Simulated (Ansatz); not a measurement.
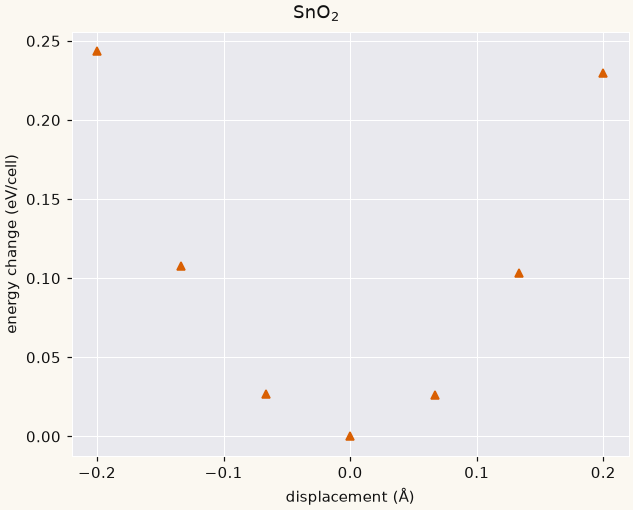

The plot gives the computed energy change against displacement for SnO₂, space group R-3m (No. 166).

Structure:
```yaml
crystal:
  lattice:
    - [0.00000, 3.70617, 4.35495]
    - [-3.20964, -1.85309, 4.35495]
    - [3.20964, -1.85309, 4.35495]
  atoms:
    - { symbol: Sn, position: [0.50000, 0.50000, 0.50000] }
    - { symbol: Sn, position: [0.50000, 0.00000, 0.00000] }
    - { symbol: Sn, position: [0.00000, 0.00000, 0.50000] }
    - { symbol: Sn, position: [0.00000, 0.50000, 0.00000] }
    - { symbol: O, position: [0.24125, 0.24125, 0.24125] }
    - { symbol: O, position: [0.24125, 0.74125, 0.74125] }
    - { symbol: O, position: [0.74125, 0.74125, 0.24125] }
    - { symbol: O, position: [0.74125, 0.24125, 0.74125] }
    - { symbol: O, position: [0.75875, 0.75875, 0.75875] }
    - { symbol: O, position: [0.75875, 0.25875, 0.25875] }
    - { symbol: O, position: [0.25875, 0.25875, 0.75875] }
    - { symbol: O, position: [0.25875, 0.75875, 0.25875] }
```

Method: one atom of a crystal moved along a line, all else fixed, by plane-wave density functional theory with PAW datasets, free energies less that of the undisturbed cell, pressure positive in compression; scalar-relativistic (Ansatz 0.2.0). Level: r2SCAN, no spin polarisation.

- wave cutoff: 500 eV
- k mesh: 6×6×6
- occupations: Gaussian
- smearing width: 0.05 eV
- k shift: (0, 0, 0) (mesh steps)
- start: relaxed
- moved atom: 5
- direction: (0, 0, 1) (Cartesian unit vector)

From this curve and the settings, what does the calculation give for the force along the direction (sum over moved atoms), pressure and gap on the k mesh at the same points?

The force along the direction (sum over moved atoms) falls from 2.44 eV/Å at displacement −0.2000 Å to −2.24 eV/Å at 0.2000 Å, and changes sign near 0.000 Å. The pressure falls from 2.771 GPa at displacement −0.2000 Å to −1.970 GPa at 0.2000 Å, and changes sign near 0.002 Å. The gap on the k mesh stays open and runs from 2.465 eV at displacement −0.2000 Å to 2.153 eV at 0.2000 Å.

| displacement (Å) | force along the direction (sum over moved atoms) (eV/Å) | pressure (GPa) | gap on the k mesh (eV) |
| --- | --- | --- | --- |
| −0.2000 | 2.44 | 2.771 | 2.465 |
| −0.1333 | 1.62 | 1.774 | 2.461 |
| −0.0667 | 0.81 | 0.855 | 2.454 |
| 0.0000 | 0.00 | 0.017 | 2.443 |
| 0.0667 | −0.78 | −0.734 | 2.351 |
| 0.1333 | −1.53 | −1.397 | 2.252 |
| 0.2000 | −2.24 | −1.970 | 2.153 |
